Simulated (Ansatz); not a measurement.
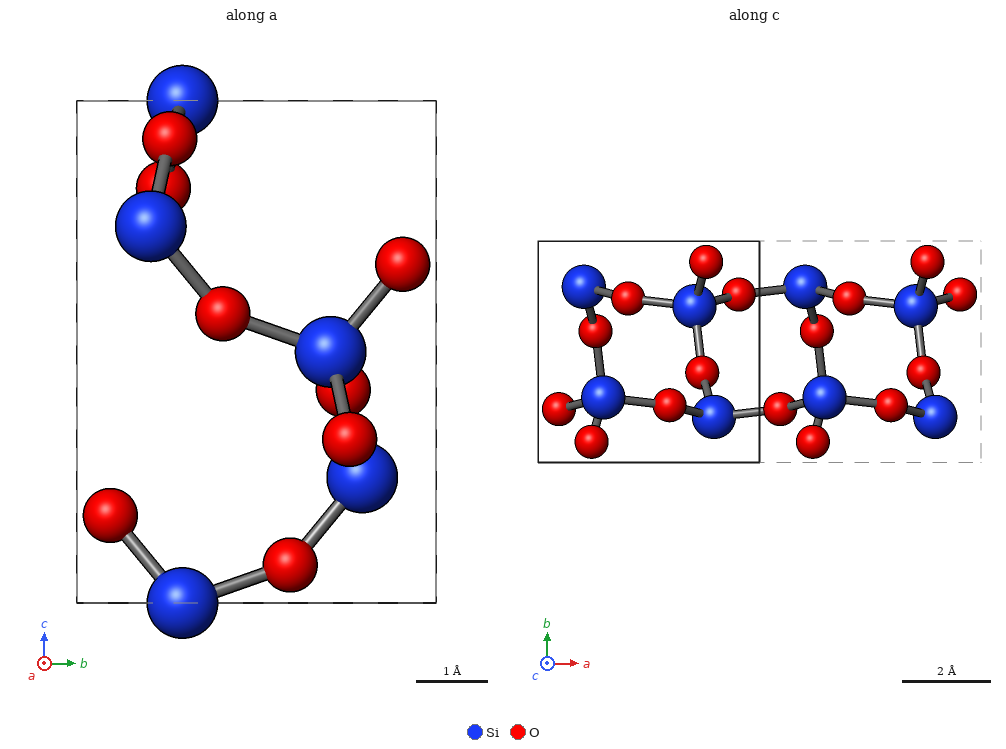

Shown here is a ball-and-stick view of the crystal, taken along the a axis and along the c axis. One conventional unit cell is drawn solid; the view covers 2×1×1 cells.

SiO$_{2}$, space group P4_12_12 (No. 92), a = 5.08 Å, b = 5.08 Å, c = 7.10 Å, α = 90.00°, β = 90.00°, γ = 90.00°.

Level of theory and settings: DFT PBE, scalar-relativistic, plane waves, PAW in Ansatz, plane-wave cutoff 420 eV, k-point mesh 6×6×4, Gaussian smearing of 0.02 eV, no spin polarisation.

Q: Does it come out as a metal, or with a gap?

A: An insulator at this level, with a gap of 5.51 eV on the k-mesh (the true edges may lie between mesh points, so the gap can be somewhat smaller).

The cell started as a structure listed in the Materials Project. The structure drawn was relaxed with Ansatz, DFT PBE, scalar-relativistic, plane waves, PAW.
